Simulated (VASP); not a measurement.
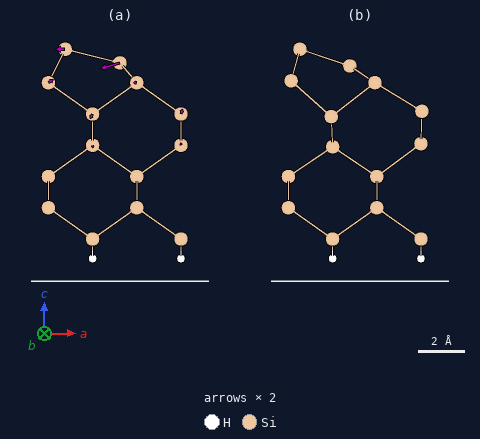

The structure of a slab of composition Si7H2 before (left) and after (right) a relaxation, at one scale. The purple arrows give the displacements, magnified 2 times.

The picture is a ball-and-stick view of the 1 × 2 repeat of the cell, outlined in the plane, without the vacuum (origin shifted), seen along the b axis.

The run lets the atoms move in a fixed cell. 10 atoms are held fixed.

All numbers below come from Kohn-Sham DFT of a periodic cell, RPBE, VASP PAW PBE potentials, recommended (VASP).

Input file:
```
PREC = Normal ; ENCUT = 450
EDIFF = 1E-6 ; ISMEAR = 0
SIGMA = 0.05 ; LREAL = Auto
LASPH = True ; NELM = 80
ALGO = Normal ; ISIF = 2
LWAVE = False ; LCHARG = False
LDIPOL = True ; IDIPOL = 3
DIPOL = 0.5 0.5 0.471 ; GGA = RP
IBRION = 2 ; NSW = 90
EDIFFG = -0.03
```

Launched with:
```bash
cat potpaw_PBE.64/H/POTCAR potpaw_PBE.64/Si/POTCAR > POTCAR
mpirun -np 8 vasp_std > vasp.out
```

Summarise the run.

After 31 geometry steps the energy has fallen by 0.583 eV per cell of the calculation. Largest force component: 1.5 eV/Å at the start, 0.45 eV/Å at the end. A Si atom moves most: 0.46 Å at 73° to the normal (−c side). H stays in place. The lattice vectors keep their values. Near-neighbour distances that change, for instance: Si–Si 2.484 → 2.317 Å, Si–Si 2.549 → 2.420 Å, Si–Si 2.256 → 2.352 Å, Si–Si 2.380 → 2.432 Å. Bond angles that change, for instance: Si–Si–Si 98.1° → 88.2°, Si–Si–Si 95.6° → 105.3°, Si–Si–Si 109.5° → 100.4°. It ran on 8 threads of Intel(R) Xeon(R) Platinum 8559C (Emerald Rapids), with other jobs on the host.
